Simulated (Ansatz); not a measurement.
Take the following structure.

```cif
data_structure
_symmetry_space_group_name_H-M 'P 1'
_symmetry_Int_Tables_number 1
_cell_length_a 3.8223
_cell_length_b 3.8223
_cell_length_c 4.0577
_cell_angle_alpha 90.000
_cell_angle_beta 90.000
_cell_angle_gamma 90.000
_cell_volume 59.28
loop_
_atom_site_label
_atom_site_type_symbol
_atom_site_fract_x
_atom_site_fract_y
_atom_site_fract_z
_atom_site_occupancy
Al1 Al 0.00000 0.50000 0.47838 1
Al2 Al 0.50000 0.00000 0.52162 1
Al3 Al 0.50000 0.50000 0.00000 1
Cu1 Cu 0.00000 0.00000 0.00000 1
```

Describe what this structure looks like.

The stoichiometry is Al3Cu. The symmetry is that of P-4m2 (No. 115), on a primitive tetragonal lattice. In the cell are 3 Al, 1 Cu, which makes 1 formula unit. Al sits among eight Al and four Cu in a cuboctahedral arrangement (2.71 to 2.85 Å to Al, 2.70 to 2.85 Å to Cu). Cu sits among twelve Al in a cuboctahedral arrangement at 2.70 to 2.85 Å. The bonds build a three-dimensional framework.

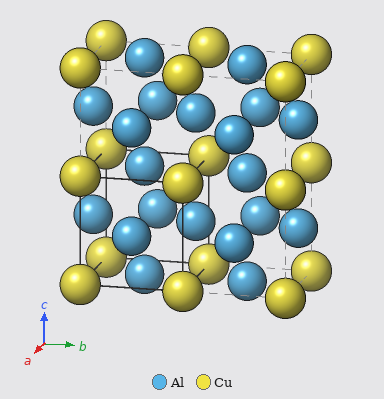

View slightly off an axis, drawn as a spheres-only model. One conventional unit cell is drawn solid; the view covers 1×2×2 cells. Colours: aluminium blue, copper yellow.

Its origin is a structure listed in the Materials Project. The cell was then strained or its atoms displaced on purpose. It was run through Ansatz as a DFT input.
